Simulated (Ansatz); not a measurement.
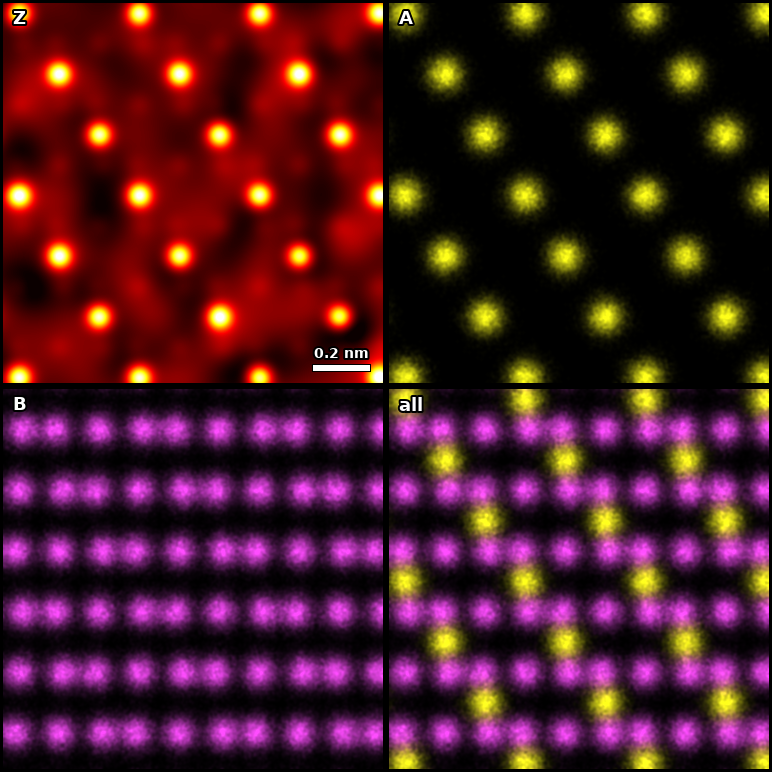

LiNbO₃ (R-3c, No. 167) along [100]. Panel Z: The image is simulated as a sum over atoms of Z^1.7, blurred by a 0.72 Å probe (no channelling). The probe carries 25 % of its weight in a tail 2.5 times as wide. The speckle of an amorphous layer was added. The other panels are simulated element maps (the number of atoms of one element along the beam, blurred by 0.9 Å, with counting noise; each on its own scale, no channelling); the last overlays them. Model: coordinates from a relaxation at fixed volume with DFT PBE, scalar-relativistic, plane waves, PAW in Ansatz.

Space group R-3c:H (No. 167). a = 5.016 Å, b = 5.016 Å, c = 13.158 Å, α = 90.00°, β = 90.00°, γ = 120.00°
| atom | site | symmetry | x | y | z |
| --- | --- | --- | --- | --- | --- |
| Li | 6a | 32 | 0.6667 | 0.3333 | 0.0833 |
| Nb | 6b | -3. | 0.3333 | 0.6667 | 0.1667 |
| O | 18e | .2 | 0.3612 | 0.0000 | 0.2500 |

> Which element does each lettered map show?

A: Nb, B: O. The projected cell (4.34 × 4.62 Å, 108°) holds 8 columns: 4 of O, 2 of O + Li and 2 of Nb. No column is shared by two of the mapped elements.
